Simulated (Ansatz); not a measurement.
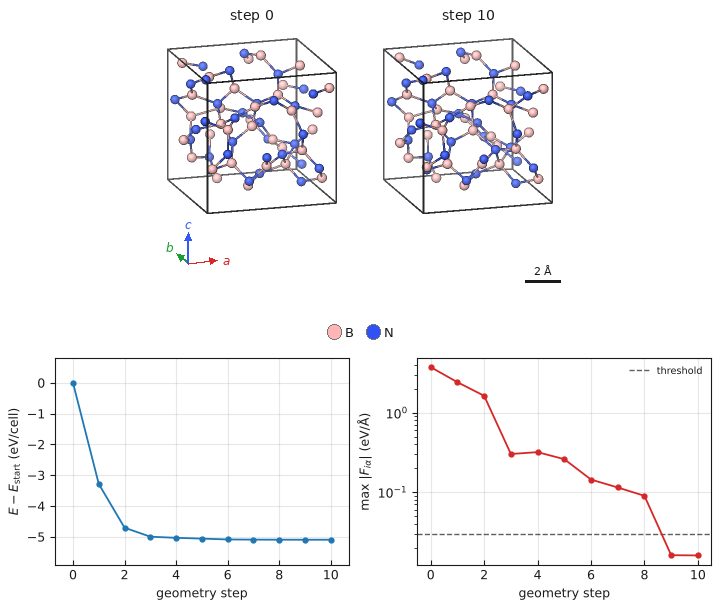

First and last geometry of a relaxation of an amorphous cell of composition B₃₂N₃₂, with the history of the run. A ball-and-stick model of the cell of the calculation (origin shifted), seen slightly off an axis.

Method: DFT, PBEsol, PAW, plane waves (Ansatz 0.2.0). Settings: plane-wave cutoff 420 eV; k-point mesh 1 × 1 × 1; no spin polarisation; atoms relaxed in a fixed cell; force threshold 0.03 eV/Å; at most 80 steps.

Q: Did the run converge, and what did it change?

A: It converged. A B atom moves most: 0.40 Å along [1 −1 −1]. Largest moves by element: B 0.40 Å, N 0.37 Å. The cell stays as it was. Among the contacts that change: B–N 2.522 → 1.778 Å, B–B 2.108 → 2.429 Å, B–N 1.942 → 1.685 Å, B–N 1.527 → 1.693 Å. New bonds form: B–N (2.52 → 1.78 Å). Bond angles that change, for instance: N–B–N 124.5° → 105.9°, B–N–B 91.4° → 109.3°, N–B–N 133.1° → 147.4°. The energy falls by 5.096 eV per cell of the calculation in 10 geometry steps. The largest force component goes from 3.7 to 0.016 eV/Å. The run took about 9 s of wall time on a shared GPU.

Limits of the set-up: the periodic images lie only 7.9 Å apart, so the values are limited by the cell's size.
